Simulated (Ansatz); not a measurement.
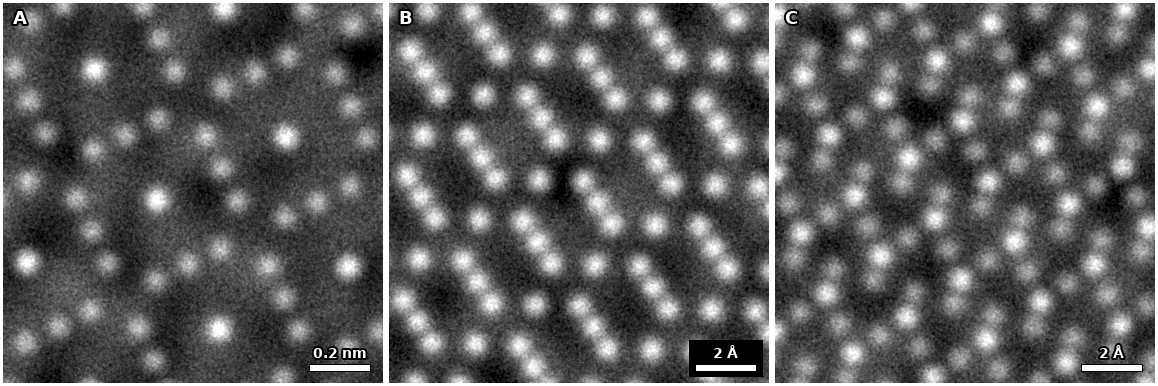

Three views of Ru (Pm-3n, No. 223) along different zone axes. Simulation: incoherent imaging, intensity Z^1.7 per atom, probe width 0.58 Å, thin sample. The probe carries 25 % of its weight in a tail 2.5 times as wide. The display is stretched by a gamma of 0.65; percentages refer to the linear signal. Shot noise and the speckle of an amorphous layer were added. Structure: the input geometry of an electronic-structure calculation (not necessarily at equilibrium); the starting structure was generated, so it need not be a known form of this composition.

```cif
data_structure
_symmetry_space_group_name_H-M 'Pm-3n'
_symmetry_Int_Tables_number 223
_cell_length_a 4.9234
_cell_length_b 4.9234
_cell_length_c 4.9234
_cell_angle_alpha 90.000
_cell_angle_beta 90.000
_cell_angle_gamma 90.000
_cell_volume 119.34
loop_
_atom_site_label
_atom_site_type_symbol
_atom_site_symmetry_multiplicity
_atom_site_Wyckoff_symbol
_atom_site_fract_x
_atom_site_fract_y
_atom_site_fract_z
_atom_site_occupancy
Ru1 Ru 2 a 0.00000 0.00000 0.00000 1
Ru2 Ru 6 c 0.25000 0.00000 0.50000 1
```

Match the panels to the zone axes [001], [110] and [211].

A is [001]: projected cell 4.92 × 4.92 Å, 90°, plane group p4mm. B is [110]: projected cell 2.46 × 3.48 Å, 90°, plane group p2mm. C is [211]: projected cell 2.84 × 3.48 Å, 90°, plane group p2mg.
